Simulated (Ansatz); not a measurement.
Read the following structure.

```
CELL_PARAMETERS angstrom
3.26341 0.00000 0.00000
-1.63170 2.82619 0.00000
0.00000 0.00000 7.71892
ATOMIC_POSITIONS crystal
Zn 0.00000 0.00000 0.75000
Zn 0.00000 0.00000 0.25000
O 0.33333 0.66667 0.25000
O 0.66667 0.33333 0.75000
```

> Give a crystallographic description of this input.

It has the composition ZnO. Space group: P6_3/mmc (No. 194). Lattice: primitive hexagonal. There are 4 atoms in the cell: 2 Zn, 2 O. Zn is linked to three O in a trigonal planar arrangement at 1.88 Å. The coordination shell of O holds three Zn in a trigonal planar arrangement at 1.88 Å. The bonds build ZnO layers parallel to (001).

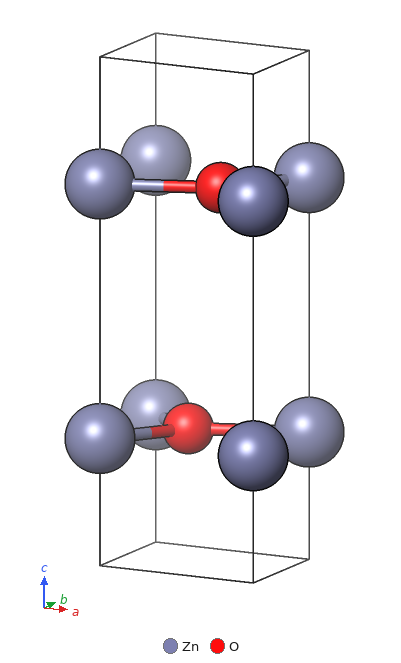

Shown here is a ball-and-stick view of the crystal, taken slightly off an axis. The outline marks the conventional unit cell. Colours: zinc blue, oxygen red.

Its origin is a structure listed in the Materials Project. The cell was then strained or its atoms displaced on purpose. A calculation with Ansatz used it as input.
